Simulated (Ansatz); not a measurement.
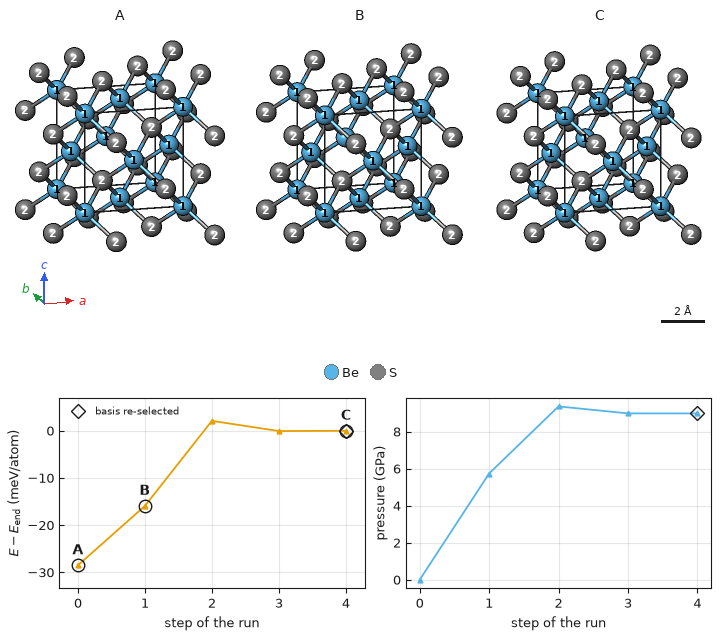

Frames of a relaxation of crystalline BeS (set up in F-43m), marked on the history of the run. Style: ball-and-stick. Shown: the conventional cell (4 times the calculation's cell), slightly off an axis. Lengths and directions refer to the drawn axes.

Case: relaxed at 9 GPa.

Method: DFT PBEsol, scalar-relativistic, plane waves, PAW in Ansatz. Set-up: plane-wave cutoff 420 eV; k-point mesh 8 × 8 × 8; occupations fixed; target pressure 9 GPa; no spin polarisation; cell and atoms relaxed; force threshold 0.001 eV/Å; at most 60 steps.

What happens along the run?

Answer. Over 3 accepted moves (4 points after the start) the energy rises by 28.5 meV per atom. With the target pressure of 9 GPa, the enthalpy E + pV changes by −32.3 meV per atom. All forces vanish by symmetry, so only the cell relaxes. The pressure goes from 0.00 to 8.99 GPa. At 1 point the geometry stayed and the basis and grid were re-selected for the new cell (energy shift of less than 0.05 meV per atom at most each time). No atom moves by more than 0.005 Å relative to the cell. The drawn cell changes as follows: a = b = c 4.838 → 4.711 Å (−2.6 %); the volume changes by −7.6 %. Some distances before and after: Be1–S2 2.095 → 2.040 Å. The space group stays F-43m (No. 216). Cost: 3.1 s on 1 thread of Intel(R) Xeon(R) 6975P-C (Granite Rapids), with other jobs on the host, peak memory 0.31 GiB. From step 0 to 1: volume −5.2 %, energy +12.6 meV per atom. From step 1 to 4: volume −2.6 %, energy +15.9 meV per atom.

```tsv
step	E − E(0), meV/atom	pressure, GPa	volume, Å³/atom	note
0	0.00	0.00	14.155	
1	12.60	5.74	13.419	
2	30.61	9.36	13.035	
3	28.45	8.99	13.072	
4	28.50	8.99	13.072	same geometry, new basis
```
